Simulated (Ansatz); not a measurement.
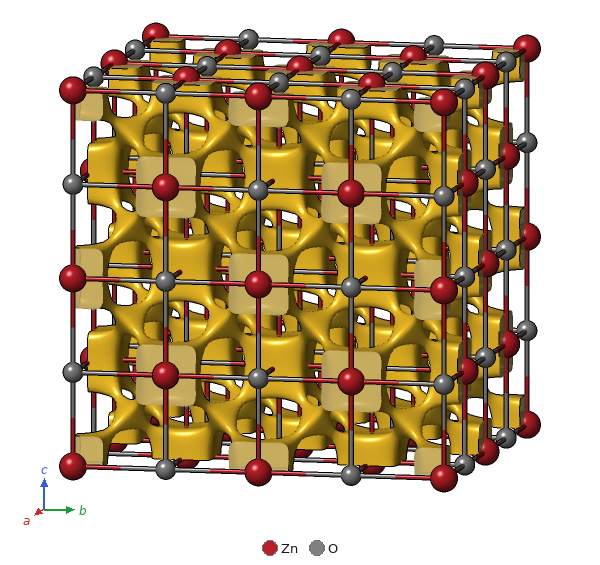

Bond-valence mismatch map for Zn2+ in ZnO (Fm-3m): the yellow surface encloses the points where |V − 2| < 0.7 v.u. (2×2×2 cells, view slightly off an axis). Pale faces close the region where the drawn box cuts it.

At each point the valence sum V of a Zn2+ ion is computed from the anions within 5 Å (s = exp((R0 − d)/b), R0 fitted to published crystal structures with b = 0.37 Å; R0: Zn2+–O 1.689 Å). The other Zn2+ ions are ignored. This is an empirical screen for pathways, not an energy calculation.

Source of the atomic positions: the input geometry of an electronic-structure calculation (not necessarily at equilibrium).

```
CELL_PARAMETERS angstrom
4.33888 0.00000 0.00000
0.00000 4.33888 0.00000
0.00000 0.00000 4.33888
ATOMIC_POSITIONS crystal
Zn 0.00000 0.00000 0.00000
O 0.50000 0.00000 0.00000
Zn 0.00000 0.50000 0.50000
O 0.50000 0.50000 0.50000
Zn 0.50000 0.00000 0.50000
O 0.00000 0.00000 0.50000
Zn 0.50000 0.50000 0.00000
O 0.00000 0.50000 0.00000
```

Q: What pathways for Zn2+ does the map suggest at this level (counting the regions that come within 0.6 Å of a Zn site)?

A: The regions form a three-dimensional network.

Q: At which mismatch do paths open?

A: From a mismatch of about 0.60 v.u. the regions form a three-dimensional network. These are grid estimates, good to about 0.1 v.u.

Q: What is the valence sum at the Zn sites themselves?

A: 1.67 v.u., against the formal 2.
